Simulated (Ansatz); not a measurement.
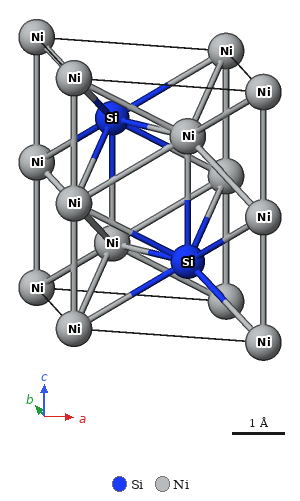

Phonons of a crystal of SiNi2, at the zone centre. Style: ball-and-stick. Shown: the cell of the calculation, slightly off an axis.

Computed with DFT PBE, scalar-relativistic, plane waves, PAW (Ansatz 0.2.0).

The input:
```yaml
crystal:
  lattice:
    - [3.9139192283, 0.0, 0.0]
    - [-1.9569596142, 3.38955348, 0.0]
    - [0.0, 0.0, 4.9941756778]
  atoms:
    - { symbol: Si, position: [0.3333333333, 0.6666666667, 0.75] }
    - { symbol: Si, position: [0.6666666667, 0.3333333333, 0.25] }
    - { symbol: Ni, position: [0.0, 0.0, 0.0] }
    - { symbol: Ni, position: [0.0, 0.0, 0.5] }
    - { symbol: Ni, position: [0.3333333333, 0.6666666667, 0.25] }
    - { symbol: Ni, position: [0.6666666667, 0.3333333333, 0.75] }
basis:
  ecutwfc: 420
kpoints:
  mp_grid: { grid: [12, 12, 8] }
hamiltonian:
  xc: pbe
scf:
  occupations: { method: fermi_dirac, width: 0.15 }
output:
  eigenvalues: true
phonons:
  method: dfpt
  eigenvectors: true
```

Command:
```bash
ansatz run input.yaml --threads 1 --pin off --max-ram 2560MiB --backend cpu --events-out ev --progress --plain --runs-dir out
```

The frequencies depend somewhat on the k-mesh and the smearing.

Q: Give the spectrum at this point.

A: The calculation's cell holds 6 atoms, so there are 15 optical modes, in 10 levels. The optical modes span 2B₁g + 2E₂g + E₂u + 2A₂u + 2E₁u + B₂u. No level is unstable.

| level | symmetry | frequency (cm⁻¹) | activity |
| --- | --- | --- | --- |
| 1 | B₁g | 121 | silent |
| 2 | E₂g | 128 | Raman-active |
| 3 | E₂u | 138 | silent |
| 4 | A₂u | 153 | infrared-active |
| 5 | A₂u | 192 | infrared-active |
| 6 | E₁u | 213 | infrared-active |
| 7 | B₁g | 254 | silent |
| 8 | B₂u | 289 | silent |
| 9 | E₁u | 374 | infrared-active |
| 10 | E₂g | 387 | Raman-active |

The crystal is a metal, so free carriers screen the infrared response.

The modes drawn as arrows (one member of each degenerate set), 6 of the levels:

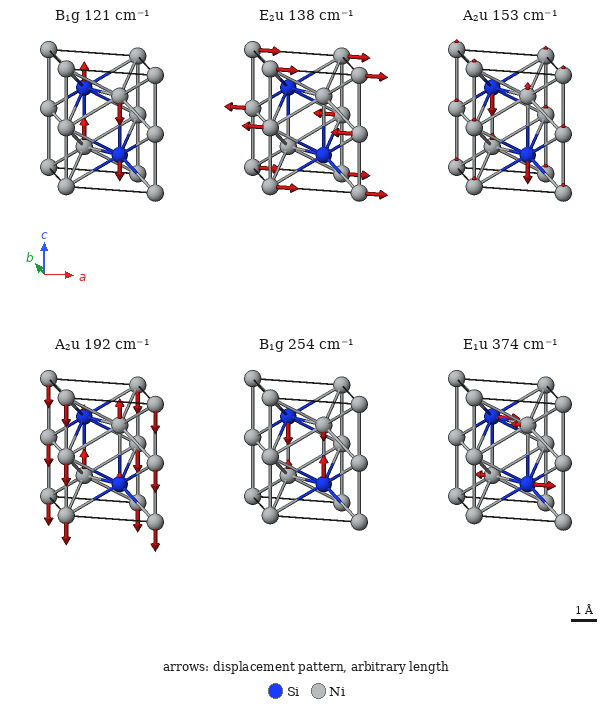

Limits of the set-up: an element that often carries a moment was run without spin polarisation.
